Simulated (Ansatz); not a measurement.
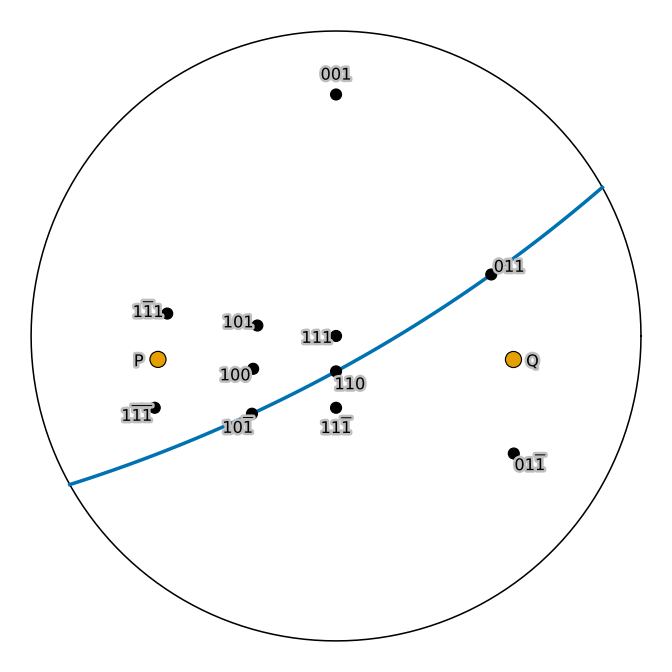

Crystal: Ir, the geometry relaxed with DFT PBE, scalar-relativistic, plane waves, PAW in Ansatz; the starting structure was generated, so it need not be a known form of this composition. Stereographic projection of plane normals (upper hemisphere) centred on (1 1 1). Geometry calculated from the standardised cell; symmetry tolerance 0.002 Å.

a = 2.684 Å, b = 4.637 Å, c = 9.863 Å, α = 90.00°, β = 90.00°, γ = 90.00°.

Index the poles marked P, Q.

Answer. P is (1 −1 0), 61.0° from the centre; Q is (0 1 0), 60.8° from the centre.

Which zone does the coloured great circle trace?

Answer. The zone [1 −1 1]: its poles satisfy h − k + l = 0.

What is the angle between the normals of (1 −1 0) and (1 −1 1), and what are their d_hkl = 1/|g|?

Answer. 13.3°; d = 2.323 Å and 2.261 Å.
